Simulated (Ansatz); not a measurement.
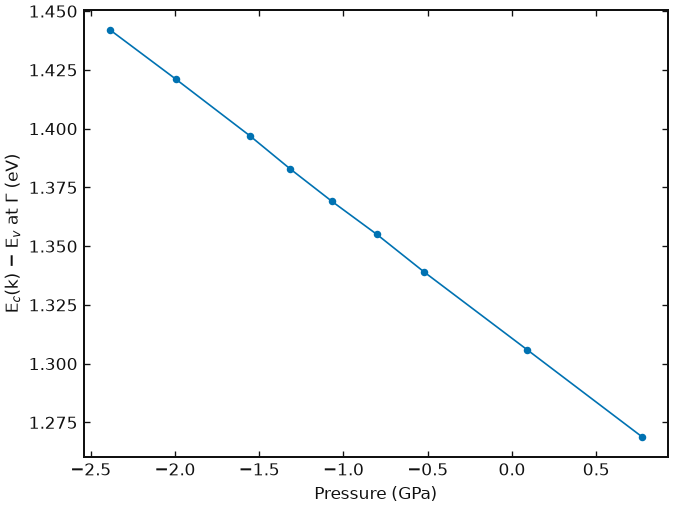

Lowest conduction level at Γ, counted from the valence-band top at Γ.

System: PbS, space group C2/m (No. 12), 4 atoms in the primitive cell. The cell is scaled at fixed shape and fractional positions. At 49.93 Å³/atom, a = 4.13 Å, b = 4.13 Å, c = 11.76 Å, α = 93.75°, β = 93.75°, γ = 89.21°. Level of theory: PBEsol, all-electron LAPW, no spin polarisation, no spin-orbit coupling, 7×7×3 k mesh; code Ansatz 0.2.0.

> How does this level move from −2.4 GPa to 0.8 GPa?

Γ falls by 0.17 eV.

> What is the pressure coefficient?

A straight line through the points has a slope of −55 at Γ (meV per GPa).

The values:
| pressure | Γ (eV) | volume (Å³/atom) |
| --- | --- | --- |
| −2.4 GPa | 1.44 | 52.92 |
| −2.0 GPa | 1.42 | 51.92 |
| −1.6 GPa | 1.40 | 50.92 |
| −1.3 GPa | 1.38 | 50.42 |
| −1.1 GPa | 1.37 | 49.93 |
| −0.8 GPa | 1.35 | 49.43 |
| −0.5 GPa | 1.34 | 48.93 |
| 0.1 GPa | 1.31 | 47.93 |
| 0.8 GPa | 1.27 | 46.93 |

The smallest gap over all k points computed is 1.36, 1.34, 1.31, 1.29, 1.28, 1.26, 1.24, 1.21 and 1.17 eV in turn; it lies up to 0.10 eV under the lowest value plotted. Spin-orbit coupling is left out, which matters for Pb. The cell holds a layer with over 8 Å of vacuum. A mesh with an odd division misses points of the zone boundary, where a smaller gap can lie.
